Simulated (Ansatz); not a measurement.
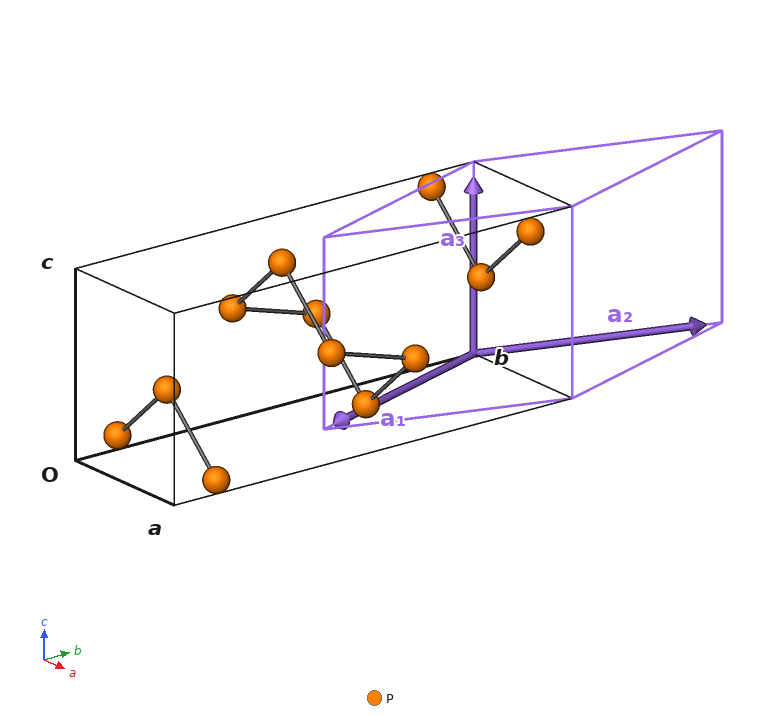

The conventional cell (thin) and a primitive cell (coloured, vectors a₁, a₂, a₃, drawn from the corner at b). Crystal: P, coordinates from a relaxation with Ansatz, DFT PBEsol, scalar-relativistic, plane waves, PAW; the starting structure was generated, so it need not be a known form of this composition. Symmetry computed with spglib at a tolerance of 0.002 Å; standard conventional cell.

a = 3.317 Å, b = 10.294 Å, c = 4.197 Å, α = 90.00°, β = 90.00°, γ = 90.00°.

**What is the centring, and how are the primitive vectors built?**

C, C-centred orthorhombic, with lattice points at (0, 0, 0), (1/2, 1/2, 0). a₁ = 1/2 a − 1/2 b; a₂ = 1/2 a + 1/2 b; a₃ = c.

**Give the primitive cell's size and content.**

Edges 5.408, 5.408, 4.197 Å; angles 90.00°, 90.00°, 144.28°; volume 71.66 Å³, 1/2 of the conventional cell; 4 of its 8 atoms.
